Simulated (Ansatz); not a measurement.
## Run report: BN, geometry relaxation

The run: geometry relaxation of BN (P6₃/mmc, 4 atoms in the cell). Method and program: DFT PBE, scalar-relativistic, plane waves, PAW, no spin polarisation (Ansatz 0.2.0).

The structure derives from a Materials Project entry. Figures and captions count atoms from 1; the log counts them from 0 in places.

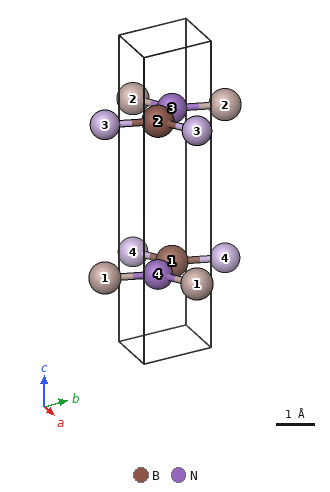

*The structure as given in the input (ball-and-stick view of the cell of the calculation, seen slightly off an axis; neighbours outside the cell are drawn fainter; atoms are numbered from 1 in the order of the input). An atom can appear more than once, as a periodic image.*

Near neighbours in the periodic cell (some may lie outside the picture): B has 3 N at 1.45 Å; N has 3 B at 1.45 Å.

Summary

- outcome: converged
- space group (tolerance 0.01 Å): P6₃/mmc (194)
- electrons treated: 16
- free energy: −1084.8611 eV
- Fermi energy: 4.756 eV
- gap on the k-point mesh: 4.40 eV
- pressure: 0.01 GPa
- final volume: 45.60 Å³
- largest force (length of the vector) at the end: under 0.001 eV/Å
- final cell: a = 2.512 Å, b = 2.512 Å, c = 8.343 Å, α = 90.00°, β = 90.00°, γ = 120.00°
- hardware: 4 threads of Arm Neoverse V2, 24 GiB of memory available, shared host
- wall time: 1 s (CPU time 3.5 s)
- peak memory: 0.34 GiB

The input
```yaml
crystal:
  lattice:
    - [2.5121811542, 0.0, 0.0]
    - [-1.2560905771, 2.1756126984, 0.0]
    - [0.0, 0.0, 8.3431560662]
  atoms:
    - { symbol: B, position: [0.3333333333, 0.6666666667, 0.25] }
    - { symbol: B, position: [0.6666666667, 0.3333333333, 0.75] }
    - { symbol: "N", position: [0.3333333333, 0.6666666667, 0.75] }
    - { symbol: "N", position: [0.6666666667, 0.3333333333, 0.25] }
basis:
  ecutwfc: 420
kpoints:
  mp_grid: { grid: [12, 12, 4] }
hamiltonian:
  xc: pbe
scf:
  occupations: { method: gaussian, width: 0.02 }
output:
  forces: true
  stress: true
  eigenvalues: true
  write_density: true
  write_potential: true
  elf: true
  volumetric_format: npy
relax:
  adjacent_minimum: "off"
  f_tol: 0.005
  max_steps: 80
  cell: { stress_tol: 0.05 }
```

Launch command:
```bash
ansatz run input.yaml --threads 4 --pin off --max-ram 10240MiB --backend cpu --events-out ev --progress --plain --runs-dir out
```

The program's output
```
Engine: ansatz 0.2.0, aarch64-unknown-linux-gnu
Pseudopotentials: kind: paw
Pseudopotential: B, paw, valence charge 3, recommended cutoff 420 eV (normal), B.paw.azcp
Pseudopotential: N, paw, valence charge 5, recommended cutoff 420 eV (normal), N.paw.azcp
Functional definition: PBE
  parameter kappa = 0.804
  parameter beta = 0.06672455060314922
  exchange = pbe_x(kappa = kappa, mu = beta*pi^2/3)
  correlation = pbe_c(beta = beta)
Crystal: 4 atoms, lattice volume = 45.600 Å³
Basis set: ecut = 420 eV, 885 PW (Γ), exchange–correlation on 36×36×120 points (8 copies of the dense FFT grid, shifted against one another)
Bands: 12, of which v1, the nominal top of the filled ones, is band 8 counted from 1 (7 counted from 0)
Symmetry: 24 space group operations
Space group: P63/mmc (ITA 194), of the structure as read, at distance tolerance 3.6e-5 Å
k-points: 57 of 576
Non-local potential: B, projectors of the file, l = 0: 2, l = 1: 2, l = 2: 1
Non-local potential: N, projectors of the file, l = 0: 2, l = 1: 2, l = 2: 1
PAW form: soft (Blöchl's): semilocal exchange-correlation on the pseudo side does not see the compensation charge
PAW one-centre angular grid: B, 110 points (default); XC on 64 Gauss nodes
PAW one-centre angular grid: N, 110 points (default); XC on 64 Gauss nodes
Initial density: superposition of atomic densities (neutral atoms: chi_scale 0, normalization atom), corrected by the library's trained network
Initial wavefunctions: pseudopotential atomic-orbital guess
Functional: x = pbe(κ = 0.804, μ = 0.2195149727645171), c = pbe(β = 0.06672455060314922)
SCF iter   1: F=—  HF=-1084.859416 eV  |F-HF|=—  |Δ(HF+E_count)|=         —  Δρ=3.90e-3  dr2=2.42e-3  ethr=1.77e-3  ⟨swp⟩=6.6  Hψ=4332  notcnv=0
preconditioner: auto → none  [insulator: Δε(μ)=4.362 eV  Ē_g=15.338 eV  σ=0.020 eV  W_gap=1.00  n_scr=6 (ndim 8)  ℏωp=22.0 eV  f_vac=0.234  D(μ)=0.00/eV (n_scr^D=0)  ε∞_Penn≈3.1]
SCF iter   2: F=—  HF=-1084.860549 eV  |F-HF|=—  |Δ(HF+E_count)|=   1.13e-3  Δρ=1.64e-3  dr2=3.75e-4  ethr=1.51e-5  ⟨swp⟩=2.6  Hψ=1780  notcnv=0
SCF iter   3: F=—  HF=-1084.860914 eV  |F-HF|=—  |Δ(HF+E_count)|=   3.64e-4  Δρ=7.80e-4  dr2=6.69e-5  ethr=2.34e-6  ⟨swp⟩=2.0  Hψ=1194  notcnv=0
SCF iter   4: F=—  HF=-1084.861069 eV  |F-HF|=—  |Δ(HF+E_count)|=   1.55e-4  Δρ=7.13e-5  dr2=9.33e-7  ethr=4.18e-7  ⟨swp⟩=2.1  Hψ=1294  notcnv=0
iter 5 did not close the SCF: its close was put off for the readings that it lacked (scf_convergence_deferred on its scf_iter line)
SCF iter   5: F=-1084.861072 eV  HF=-1084.861072 eV  |F-HF|=4.38e-8  |Δ(HF+E_count)|=   3.29e-6  Δρ=8.73e-6  dr2=2.36e-8  ethr=5.83e-9  ⟨swp⟩=2.1  Hψ=1098  notcnv=0
SCF iter   6: F=-1084.861072 eV  HF=-1084.861072 eV  |F-HF|=1.36e-10  |Δ(HF+E_count)|=   5.25e-8  Δρ=1.60e-6  dr2=8.77e-10  ethr=1.47e-10  ⟨swp⟩=5.7  Hψ=3988  notcnv=0
SCF 1 converged in 6 iterations: F = -1084.861072 eV  dr2 = 8.77e-10
  greatest PAW one-centre occupation: 0.796 electrons in one spin orbital (limit 2), on the N atom at site 3 (counted from 0), in its partial waves of l = 0
relax step   1: F+E_penalty+E_count = -1084.86107191 eV  Δ(F+E_penalty+E_count) = +0.000e0 eV  max|allowed force component| = 1.037e-15 eV/Å  Δτ_max = 0.0000 Å  P = +0.008 GPa  Ω = 45.600 Å³  (6 SCF iters, dr2 threshold 1.00e-7 eV, accepted)
Initial density: handed on by an earlier stage of this run
Initial wavefunctions: pseudopotential atomic-orbital guess (no wavefunctions were taken with the density)
iter 1 solved again at ethr=1.48e-8 eV; its pass at ethr=3.10e-3 eV (dr2=2.37e-6 eV) is discarded
SCF iter   1: F=—  HF=-1084.861046 eV  |F-HF|=—  |Δ(HF+E_count)|=         —  Δρ=1.88e-6  dr2=9.55e-10  ethr=1.48e-8  ⟨swp⟩=3.5  Hψ=6496  notcnv=0
preconditioner: auto → none  [insulator: Δε(μ)=4.399 eV  Ē_g=15.347 eV  σ=0.020 eV  W_gap=1.00  n_scr=6 (ndim 8)  ℏωp=22.0 eV  f_vac=0.232  D(μ)=0.00/eV (n_scr^D=0)  ε∞_Penn≈3.1]
SCF iter   2: F=—  HF=-1084.861072 eV  |F-HF|=—  |Δ(HF+E_count)|=   2.56e-5  Δρ=8.32e-7  dr2=1.15e-10  ethr=5.97e-12  ⟨swp⟩=3.4  Hψ=1594  notcnv=0
SCF iter   3: F=-1084.861072 eV  HF=-1084.861072 eV  |F-HF|=1.40e-10  |Δ(HF+E_count)|=   1.21e-9  Δρ=2.58e-7  dr2=8.93e-12  ethr=1.00e-12  ⟨swp⟩=7.3  Hψ=3877  notcnv=0
SCF 2 converged in 3 iterations: F = -1084.861072 eV  dr2 = 8.93e-12
relax step   2: F+E_penalty+E_count = -1084.86107191 eV  Δ(F+E_penalty+E_count) = -2.112e-10 eV  max|allowed force component| = 1.259e-15 eV/Å  Δτ_max = 0.0000 Å  P = +0.008 GPa  Ω = 45.600 Å³  stress off target by 4.44e-2 GPa  SCF on the basis re-selected at this cell (its energy is not comparable with the rows above)  (3 SCF iters)
basis re-selected at this cell: Δ(F+E_penalty+E_count) = -2.112e-10 eV, ΔP = -0.000 GPa vs the last step (what re-selecting the basis moved, of the pressure what is left beyond the Pulay correction that the steps carried, after the strain that the cell walked since its last selection, with what the two solves' SCF thresholds leave and, on support functions, any second-order correction that the steps lacked; it is no measure of the basis error at this ecutwfc). This SCF's stress stands 4.44e-2 GPa from its target on what of the cell is left free (relax.cell.stress_tol is 5.00e-2 GPa) and its largest allowed force component is 1.26e-15 eV/Å (relax.f_tol is 5.00e-3 eV/Å): within both
SCF converged after 3 iterations
Free energy (F): -1084.861072 eV
Harris-Foulkes:  -1084.861072 eV  (|F-HF|=1.40e-10)
Internal energy: -1084.861072 eV  (E = F + TS)
E sigma→0 (E₀):  -1084.861072 eV
Fermi energy:    4.756187 eV
--- Per-component energies (eV) ---
  E_band       = -72.850064
  E_kinetic    = 365.513066
  E_local      = -957.062770  (includes V_loc(G=0)·N_el)
  E_nonlocal   = 115.412184
  E_hartree    = 338.529692
  E_xc         = -184.008218
  E_vxc        = -228.225519  (∫ρ·V_xc dr)
  E_paw        = -413.512276  (= ΣΔE_a)
  E_vpaw       = -45.546613  (= ΣTr[D̂ρ^β])
  E_aug_tail   = 0.000194  (compensation charges beyond the density's cutoff)
  E_ewald      = -349.732945
  E_smearing   = -0.000000  (= −TS)
  E_closure    = 0.000000  (closes the sum)
  Σ components = -1084.861072   (vs F -1084.861072, Δ=0.00e0)
--- Forces (eV/Å), atoms counted from 1 ---
  atom   1  B     -0.00000000    -0.00000000    -0.00000000
  atom   2  B      0.00000000     0.00000000     0.00000000
  atom   3  N     -0.00000000    -0.00000000     0.00000000
  atom   4  N     -0.00000000     0.00000000    -0.00000000
  max |Σ_I F_I| component: 2.78e-17 eV/Å
--- Stress (GPa, compression-positive) ---
       -0.010298       0.000000       0.000000
        0.000000      -0.010298       0.000000
        0.000000       0.000000       0.044380
  P = ⅓ Tr σ = 0.0079 GPa (0.079 kbar)
--- Band table (eV; the first three rows and the last of 57) ---
  k-point 0: bands = ["-15.0713", "-15.0306", "-2.9330", "-2.3301", "1.2085", "1.2085", "1.2100", "1.2100", "6.9555", "10.3213", "12.6212", "14.0885"]
  k-point 1: bands = ["-15.0654", "-15.0366", "-2.8525", "-2.4276", "1.2084", "1.2084", "1.2097", "1.2097", "7.3024", "9.5014", "13.3017", "14.0909"]
  k-point 2: bands = ["-15.0511", "-15.0511", "-2.6481", "-2.6481", "1.2088", "1.2088", "1.2088", "1.2088", "8.2432", "8.2432", "14.0960", "14.0960"]
  k-point 56: bands = ["-11.4238", "-11.4238", "-5.2982", "-5.2982", "-4.5944", "-4.5944", "2.5567", "2.5567", "7.2151", "7.2151", "14.7127", "14.7127"]
--- Relaxed structure (1 steps of the walk, 1 accepted, 1 SCFs on fresh bases) ---
  F+E_penalty+E_count = -1084.86107191 eV   max|allowed force component| = 1.259e-15 eV/Å   (the final SCF, on the basis selected at the relaxed cell)
  cell:  # Å, volume = 45.5998 Å³
    - [2.512181154173608, 0.0, 0.0]
    - [-1.256090577086804, 2.175612698422856, 0.0]
    - [0.0, 0.0, 8.3431560662]
  atoms:
    - { symbol: B, position: [0.3333333333333333, 0.6666666666666666, 0.25] }
    - { symbol: B, position: [0.6666666666666666, 0.3333333333333333, 0.7499999999999999] }
    - { symbol: N, position: [0.3333333333333333, 0.6666666666666666, 0.7499999999999999] }
    - { symbol: N, position: [0.6666666666666666, 0.3333333333333333, 0.25] }
```

Trajectory as extended XYZ (Å, eV, eV/Å), 2 frames, from step=1 to step=2
```
4
Lattice="2.5122 0.0000 0.0000 -1.2561 2.1756 0.0000 0.0000 0.0000 8.3432" Properties=species:S:1:pos:R:3:forces:R:3 step=1 energy=-1084.86107 pressure_GPa=0.01
B     0.0000    1.4504    2.0858    0.0000   0.0000   0.0000
B     1.2561    0.7252    6.2574    0.0000   0.0000   0.0000
N     0.0000    1.4504    6.2574    0.0000   0.0000   0.0000
N     1.2561    0.7252    2.0858    0.0000   0.0000   0.0000
4
Lattice="2.5122 0.0000 0.0000 -1.2561 2.1756 0.0000 0.0000 0.0000 8.3432" Properties=species:S:1:pos:R:3:forces:R:3 step=2 energy=-1084.86107 pressure_GPa=0.01
B     0.0000    1.4504    2.0858    0.0000   0.0000   0.0000
B     1.2561    0.7252    6.2574    0.0000   0.0000   0.0000
N     0.0000    1.4504    6.2574    0.0000   0.0000   0.0000
N     1.2561    0.7252    2.0858    0.0000   0.0000   0.0000
```

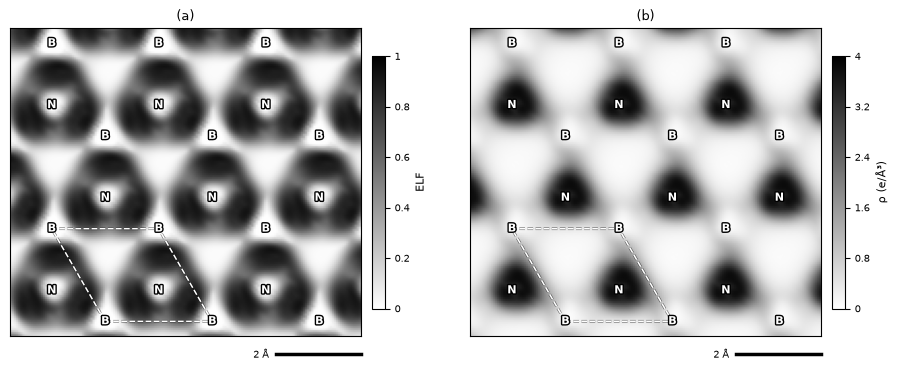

*(a) ELF; (b) valence electron density on the (001) plane of the conventional cell.*

Atoms in the plane: B and N. Away from the nuclei the density in this plane falls to 0.14 e/Å³ at its lowest. The fields are those of the smooth PAW valence density.

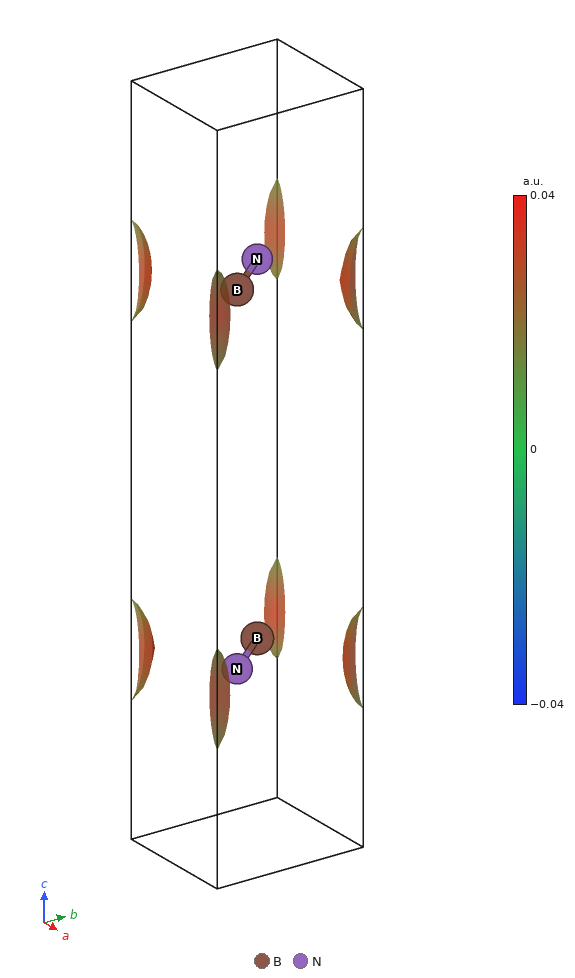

*Non-covalent interaction (NCI) plot: the surface where the reduced density gradient is 0.5, for densities under 0.05 a.u., coloured by sign(λ₂)ρ; seen slightly off an axis. The outline is the cell set on symmetry axes.*

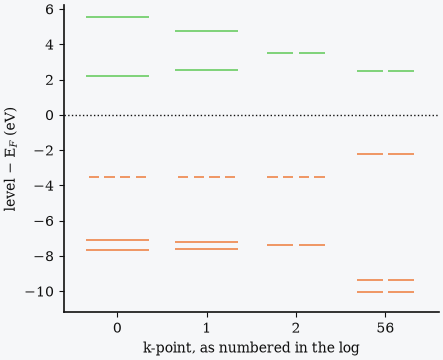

*Kohn–Sham levels near the Fermi level (dotted) at the few k-points that the log prints; levels within 0.02 eV of each other stand side by side.*

Among these points the highest filled and lowest empty levels are 4.40 eV apart, which is the gap on the mesh.
